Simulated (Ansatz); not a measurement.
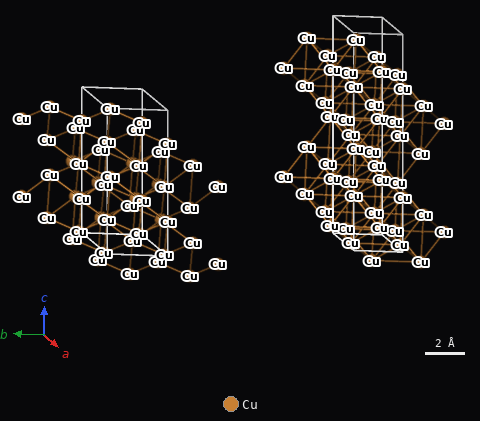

Two geometries of a crystal of Cu (built on the Sb_166 type) (coarse preliminary run), drawn at one scale. One is the start of a relaxation, the other its converged end. The picture is a ball-and-stick view of the conventional cell (3 times the calculation's cell), repeated 3 × 2 × 1 with one cell outlined, seen from a free direction. Lengths and directions refer to the drawn axes.

Level of theory: DFT PBE, scalar-relativistic, plane waves, PAW in Ansatz 0.2.0. Settings: plane-wave cutoff 420 eV; k-point mesh 6 × 6 × 6; occupations gaussian; smearing width 0.1 eV; no spin polarisation; cell and atoms relaxed; force threshold 0.04 eV/Å; at most 70 steps.

### Which one is relaxed?

The right one is the relaxed one. Case: Sb type (R-3m, No. 166). Over 16 accepted moves (21 points after the start) the energy falls by 760 meV per atom. The largest force component goes from 3 to 0.00047 eV/Å. Pressure: 27.55 GPa at the start and 0.03 GPa at the end. The line search rejected the trial steps at points 8, 15 of the run. The SCF was repeated 3 times at an unchanged geometry on a basis and grid sized afresh for the cell, which shifted the energy by 88.0 meV per atom at most. The largest moves relative to the cell, 0.20 Å, are those of Cu atoms. The drawn cell changes as follows: a = b 3.177 → 2.590 Å (−18.5 %), c 8.297 → 12.379 Å (+49.2 %); the volume changes by −0.9 %. Some distances before and after: Cu–Cu 3.177 → 2.590 Å, Cu–Cu 2.145 → 2.548 Å, Cu–Cu 2.470 → 2.548 Å. Bond angles that change, for instance: Cu–Cu–Cu 95.6° → 61.1°, Cu–Cu–Cu 91.7° → 118.9°, Cu–Cu–Cu 80.1° → 61.1°. The space group stays R-3m (No. 166).
